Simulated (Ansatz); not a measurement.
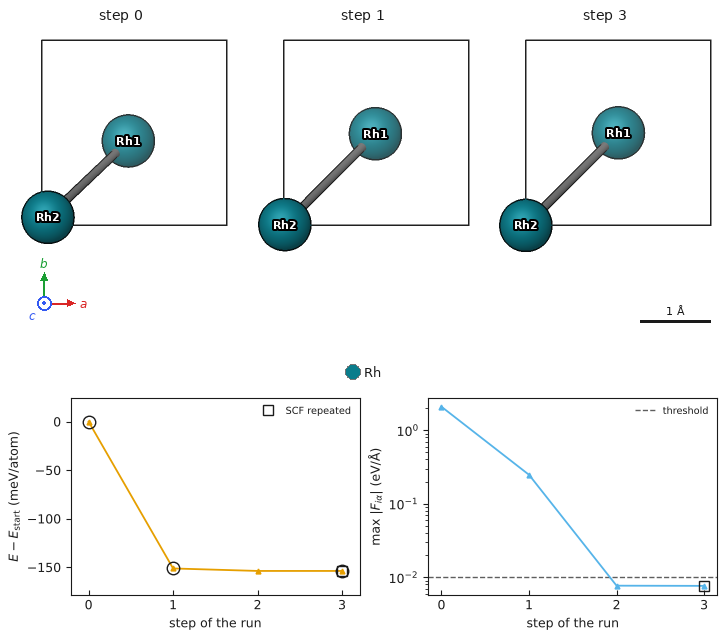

Frames of a relaxation of solid Rh (set up in P-1), marked on the history of the run. A ball-and-stick model of the cell of the calculation, seen along the c axis.

Case: all atoms moved at random, sigma 0.25 Å for each component; relaxed back.

Computed with DFT PBEsol, scalar-relativistic, plane waves, PAW in Ansatz.

Input
```yaml
crystal:
  lattice:
    - [0.0, -1.8899965799, -1.8899965799]
    - [0.0, 1.8899965799, -1.8899965799]
    - [3.7799931598, 0.0, 0.0]
  atoms:
    - { symbol: Rh, position: [0.4672266844, 0.4563026555, 0.5042522937] }
    - { symbol: Rh, position: [0.0327733156, 0.0436973445, -0.0042522937] }
basis:
  ecutwfc: 420
kpoints:
  mp_grid: { grid: [12, 12, 10] }
hamiltonian:
  xc: pbesol
scf:
  occupations: { method: gaussian, width: 0.15 }
output:
  forces: true
  stress: true
  eigenvalues: true
relax:
  adjacent_minimum: "off"
  f_tol: 0.01
  max_steps: 80
```

Launched with:
```bash
ansatz run input.yaml --threads 4 --pin off --max-ram 2560MiB --backend cpu --events-out ev --progress --plain --runs-dir out
```

What happens along the run?

Answer. The largest moves, 0.15 Å, are those of Rh1 and Rh2. Rh1 goes roughly along [2 3 0]. The cell stays as it was. Some distances before and after: Rh1–Rh2 2.906 → 2.672 Å, Rh1–Rh2 (another image) 2.453 → 2.674 Å, Rh1–Rh2 (another image) 2.864 → 2.672 Å, Rh1–Rh2 (another image) 2.502 → 2.674 Å. The space group (tolerance 0.01 Å) goes from P-1 (No. 2) to Fm-3m (No. 225). After 2 accepted moves (3 points after the start) the energy has fallen by 154 meV per atom. Largest force component: 2.1 eV/Å at the start, 0.0076 eV/Å at the end. 1 step only repeated the SCF at the same geometry. From step 0 to 1: Rh atoms move most (0.13 Å), energy −151 meV per atom. From step 1 to 3: Rh atoms move most (0.02 Å), energy −2.6 meV per atom.
